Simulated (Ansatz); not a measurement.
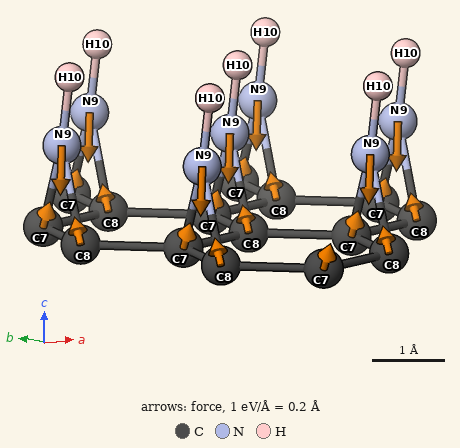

Starting geometry of a slab of composition HC8N (cut from the Fd-3m phase) with the computed forces as orange arrows. The picture is a ball-and-stick view of the atoms within 4.2 Å of the atom that moves most (axes of the 2 × 3 repeat of the cell, outlined in the plane, without the vacuum), seen from a free direction.

Case: NH put at a bridge C-C site. The slab is the (1 1 1) face of C with NH on it. 4 atoms are held fixed.

Computed with DFT PBEsol, scalar-relativistic, plane waves, PAW in Ansatz. (plane-wave cutoff 420 eV; k-point mesh 12 × 12 × 1; occupations gaussian; smearing width 0.05 eV; collinear spin; dipole correction; atoms relaxed in a fixed cell; force threshold 0.03 eV/Å; at most 70 steps)

### Is this structure relaxed? If not, where do the atoms go?

It isn't relaxed: the largest force vector, on N9, is 3.59 eV/Å. The final displacements have little in common with the starting forces (cosine between the two patterns 0.07). H10 moves most: 1.06 Å at 48° to the normal (−c side). Largest moves by element: H 1.06 Å, C 0.55 Å, N 0.55 Å. The cell stays as it was. Some distances before and after: N9–H10 1.020 → 1.062 Å, C7–C8 1.451 → 1.434 Å, C7–N9 1.473 → 1.462 Å, C7–C8 (another image) 1.451 → 1.459 Å. Among the angles between lasting bonds that change: C7–N9–H10 161.5° → 108.2°, C8–N9–H10 139.3° → 108.2°. Over 12 geometry steps the energy falls by 1.618 eV per cell of the calculation. Largest force component: 3.6 eV/Å at the start, 0.012 eV/Å at the end. The program noted that the starting moments weren't kept. The run may lie on a higher electronic state than the lowest, so the end point isn't shown to be the ground-state structure. The run took 19 min on 2 threads of Arm Neoverse V2, with other jobs on the host, peak memory 0.87 GiB.

Limits of the set-up: the periodic images lie only 2.5 Å apart, so the values are limited by the cell's size.
